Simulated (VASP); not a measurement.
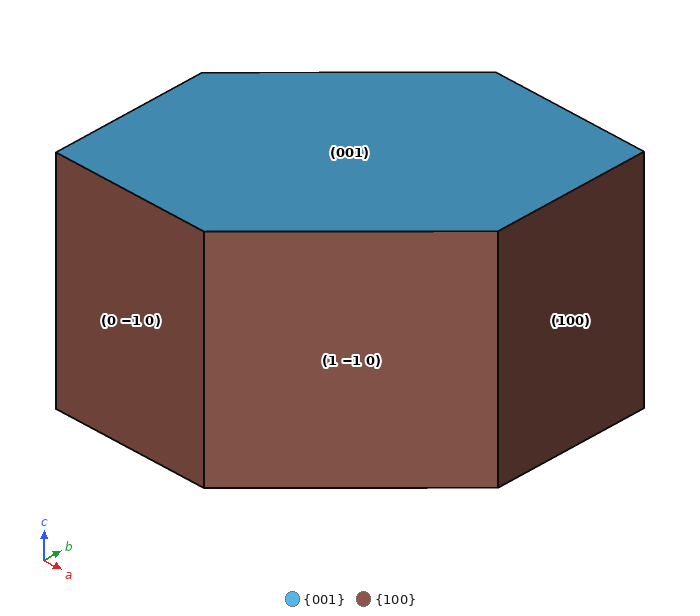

Co, space group P-3m1 (No. 164), a = 2.487 Å, b = 2.487 Å, c = 4.063 Å, α = 90.00°, β = 90.00°, γ = 120.00°. BFDH (Bravais–Friedel–Donnay–Harker) growth shape, computed from the cell and space group alone: each face lies at a distance from the centre proportional to 1/d(hkl), with d taken for the first order that the space group does not extinguish. It ignores bonding, solvent and kinetics. Origin: a cell listed in the Materials Project, as set up for an electronic-structure calculation. Forms under 0.4 % of the area are left out.

> How many faces does the whole crystal have, by form?

8 faces: 6 of {100} and 2 of {001}.

> List the forms with their spacings and shares.

| form | faces | d (Å) | share of area (%) |
| --- | --- | --- | --- |
| {100} | 6 | 2.154 | 51.5 |
| {001} | 2 | 4.063 | 48.5 |
